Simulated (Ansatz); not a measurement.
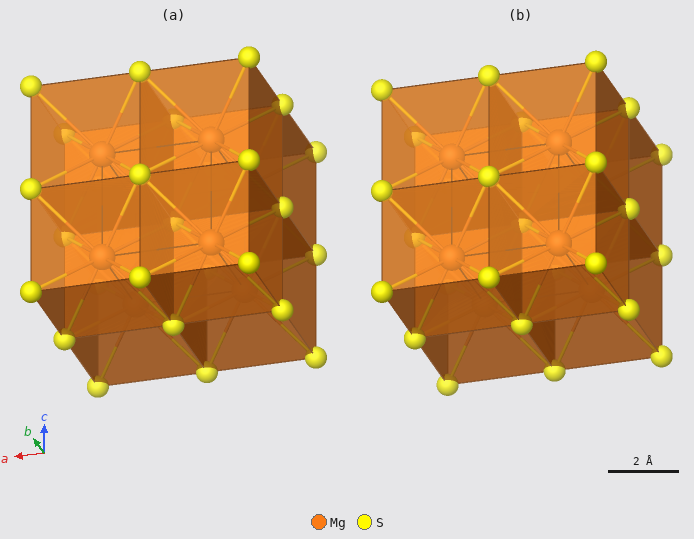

The structure of solid MgS (built on the CsCl type) before (left) and after (right) a relaxation, at one scale.

A polyhedral model of the cell of the calculation, seen from a free direction.

Theory: Ansatz 0.2.0, DFT, LDA, plane waves, PAW. Set-up: plane-wave cutoff 420 eV; k-point mesh 8 × 8 × 8; occupations fermi dirac; smearing width 0.02 eV; no spin polarisation; cell and atoms relaxed; force threshold 0.005 eV/Å.

Question: Summarise the run.

Answer: The atoms keep their places relative to the cell (all moves are under 0.005 Å). The drawn cell changes as follows: a = b = c 3.274 → 3.213 Å (−1.9 %); the volume changes by −5.5 %. Some distances before and after: Mg–S 2.835 → 2.782 Å. The space group stays Pm-3m (No. 221). The energy falls by 25.6 meV per cell of the calculation in 3 accepted moves (4 points after the start). All forces vanish by symmetry, so only the cell relaxes. Pressure: −4.06 GPa at the start and 0.00 GPa at the end. At 1 point the geometry stayed and the basis and grid were re-selected for the new cell (energy shift of 0.1 meV per cell of the calculation at most each time).
